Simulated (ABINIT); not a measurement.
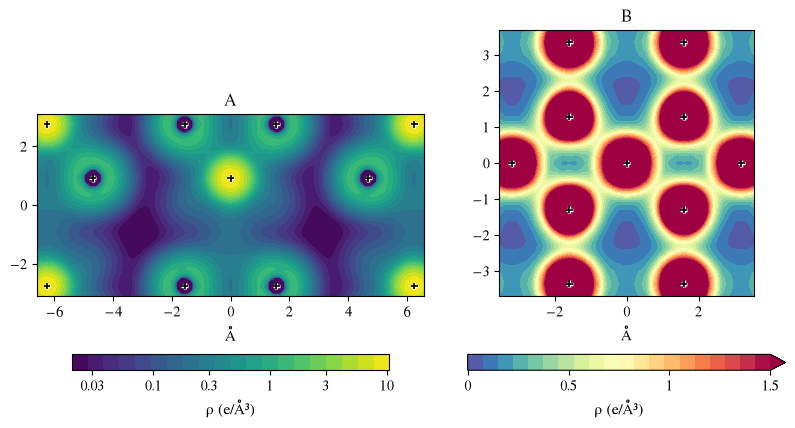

The valence pseudo-density of 2 systems, each on a plane through atoms (crosses mark nuclei in the plane).

Level of theory: ABINIT 10.8.3, Kohn-Sham DFT of a periodic cell, r2SCAN, JTH PAW PBE v2.0.

System 1: WS₂, the (110) plane of the conventional cell. Space group P6₃/mmc.

```
CELL_PARAMETERS angstrom
3.18000 0.00000 0.00000
-1.59000 2.75396 0.00000
0.00000 0.00000 12.50000
ATOMIC_POSITIONS crystal
W 0.66667 0.33333 0.75000
W 0.33333 0.66667 0.25000
S 0.66667 0.33333 0.37500
S 0.33333 0.66667 0.87500
S 0.66667 0.33333 0.12500
S 0.33333 0.66667 0.62500
```

System 2: SnO₂, the (11̄0) plane of the conventional cell. Space group P4₂/mnm; computed pressure about 2 GPa in this cell.

```
Sn O
1.0
     4.73800    0.00000    0.00000
     0.00000    4.73800    0.00000
     0.00000    0.00000    3.18650
Sn O
2 4
Cartesian
  2.3690 2.3690 1.5933
  0.0000 0.0000 0.0000
  3.8240 0.9140 1.5933
  3.2830 3.2830 0.0000
  0.9140 3.8240 1.5933
  1.4550 1.4550 0.0000
```

Which map belongs to which system?

Answer. Panel A is system 1, WS₂: the plane holds W and S. W–S (2.41 Å): the density is about 0.63 e/Å³ at the midpoint. Panel B is system 2, SnO₂: the plane holds Sn and O. Sn–O (2.05 Å): ρ is about 0.67 e/Å³ halfway.
